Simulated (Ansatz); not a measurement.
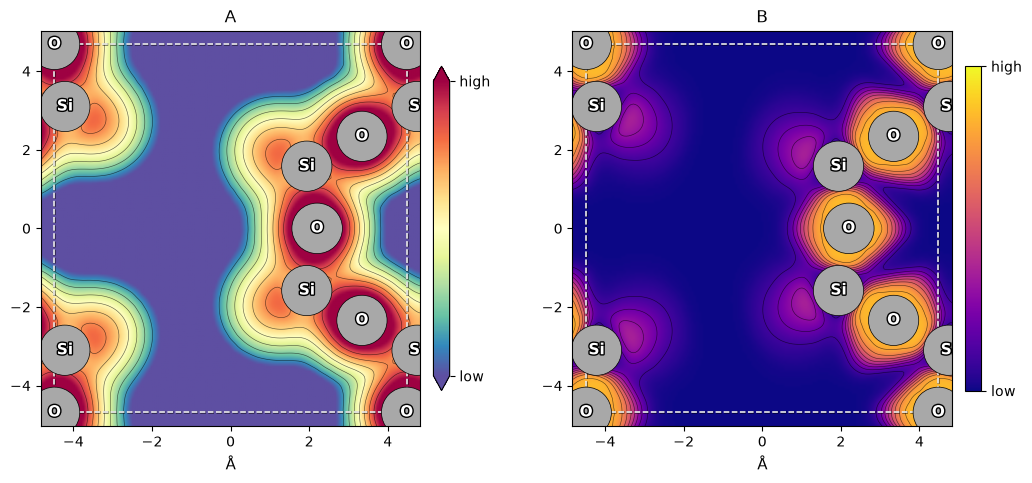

SiO$_{2}$: 2 fields on the (101̄) plane of the conventional cell, with unlabelled colour scales. Grey discs cover the atomic cores.

Space group C2/c; a structure from a database of computed crystals, not necessarily the ambient phase; changed on purpose from its base cell (biaxial strain in the a-b plane, c and atoms relaxed: +1.0 %).

Theory: Ansatz 0.2.0, DFT LDA, scalar-relativistic, plane waves, PAW.

```
Si O
1.0
     4.93818    9.23065    0.00000
     0.00000    0.00000   -8.96212
    -5.17868    0.13154    0.00000
Si O
8 16
Cartesian
  1.1153 3.0642 -8.1244
  3.5844 7.6796 -3.6434
  -1.4740 3.1300 -0.8377
  0.9951 7.7453 -5.3187
  -3.8249 1.6826 -5.3187
  -1.3558 6.2980 -0.8377
  -1.2356 1.6169 -3.6434
  1.2335 6.2322 -8.1244
  -1.2947 0.0329 -3.3799
  1.1744 4.6482 -7.8609
  -3.8840 0.0987 -5.5822
  -1.4149 4.7140 -1.1012
  -0.2782 2.6769 -8.8242
  2.1909 7.2922 -4.3431
  0.1580 2.0042 -4.3431
  2.6270 6.6195 -8.8242
  -2.4314 2.0699 -4.6190
  0.0377 6.6853 -0.1379
  -2.8676 2.7427 -0.1379
  -0.3985 7.3580 -4.6190
  1.2345 2.3077 -6.7216
  3.7036 6.9230 -2.2405
  -1.3548 2.3734 -2.2405
  1.1143 6.9888 -6.7216
```

The panels show electron localisation function and valence pseudo-density in some order. Assign them.

Panel A: valence pseudo-density. Panel B: electron localisation function. From the grid: Si–O (1.60 Å): ρ is about 1.3 e/Å³ halfway; the ELF peaks at about 0.85 between the atoms: a short, strongly polar bond.
